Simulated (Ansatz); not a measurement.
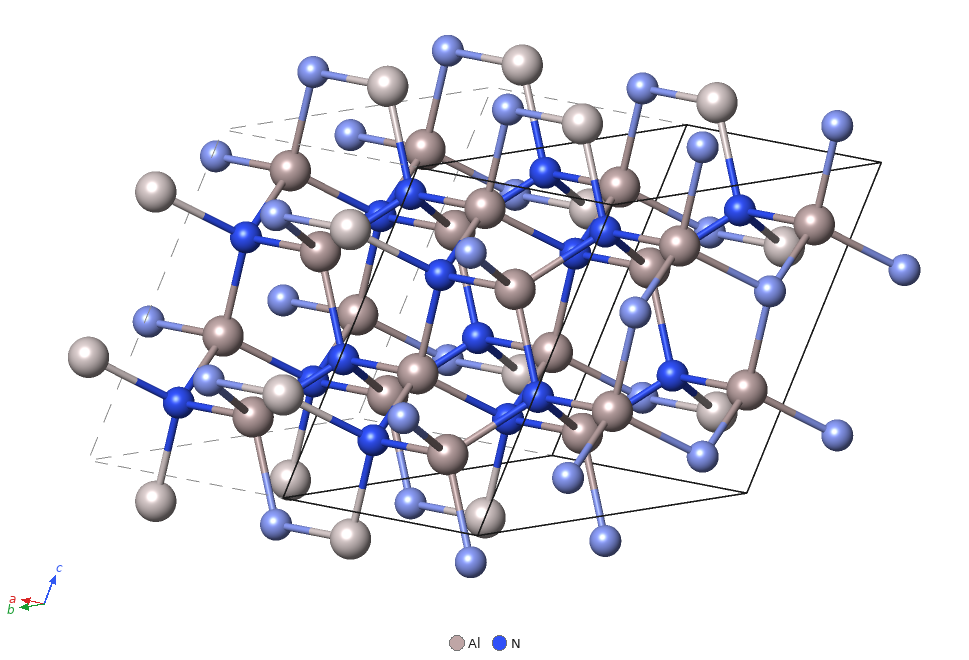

Ball-and-stick representation of a periodic structure, projected from a general direction. 2×1×1 cells are drawn; the solid outline is the simulation cell. Atoms of adjacent cells appear where they bond to atoms in the box, in fainter colours.

Input for the calculation:
```yaml
crystal:
  lattice:
    - [0.0, 0.0, 4.9685071323]
    - [-3.1050151151, -5.3780439376, 0.0]
    - [6.2100302301, 0.0, 0.0]
  atoms:
    - { symbol: Al, position: [0.4989857449, 0.3333333333, 0.1666666667] }
    - { symbol: Al, position: [0.4989857449, 0.3333333333, 0.6666666667] }
    - { symbol: Al, position: [0.4989857449, 0.8333333333, 0.1666666667] }
    - { symbol: Al, position: [0.4989857449, 0.8333333333, 0.6666666667] }
    - { symbol: Al, position: [0.9989857449, 0.1666666667, 0.8333333333] }
    - { symbol: Al, position: [0.9989857449, 0.1666666667, 0.3333333333] }
    - { symbol: Al, position: [0.9989857449, 0.6666666667, 0.8333333333] }
    - { symbol: Al, position: [0.9989857449, 0.6666666667, 0.3333333333] }
    - { symbol: "N", position: [0.8810142551, 0.3333333333, 0.1666666667] }
    - { symbol: "N", position: [0.8810142551, 0.3333333333, 0.6666666667] }
    - { symbol: "N", position: [0.8810142551, 0.8333333333, 0.1666666667] }
    - { symbol: "N", position: [0.8810142551, 0.8333333333, 0.6666666667] }
    - { symbol: "N", position: [0.3810142551, 0.1666666667, 0.8333333333] }
    - { symbol: "N", position: [0.3810142551, 0.1666666667, 0.3333333333] }
    - { symbol: "N", position: [0.3810142551, 0.6666666667, 0.8333333333] }
    - { symbol: "N", position: [0.3810142551, 0.6666666667, 0.3333333333] }
basis:
  ecutwfc: 420
  xc_grid: 2
kpoints:
  mp_grid: { grid: [2, 2, 2], shift: [0.0, 0.0, 0.0] }
hamiltonian:
  xc: hse06
scf:
  occupations: { method: gaussian, width: 0.01 }
output:
  forces: true
  stress: true
  eigenvalues: true
  write_density: true
  write_potential: true
  elf: true
  volumetric_format: npy
```
Run as:
```sh
ansatz run input.yaml --threads 8 --pin off --max-ram 20480MiB --backend cpu --events-out ev --progress --plain --runs-dir out
```

Method used: Ansatz 0.2.0, DFT HSE06, scalar-relativistic, plane waves, PAW. It ran with a kinetic-energy cutoff of 420 eV, k-points on a 2×2×2 grid, Gaussian smearing of 0.01 eV, no spin polarisation.

> Classify it as metallic or gapped, with the value.

An insulator at this level, with a gap of 5.63 eV on the k-mesh (the true edges may lie between mesh points, so the gap can be somewhat smaller).

> State the hydrostatic pressure.

The computed pressure is 0.0 GPa, close to zero.

The structure comes from a structure listed in the Materials Project. Earlier steps of the study may have refined or changed the cell and positions. It was run through Ansatz as a DFT input.
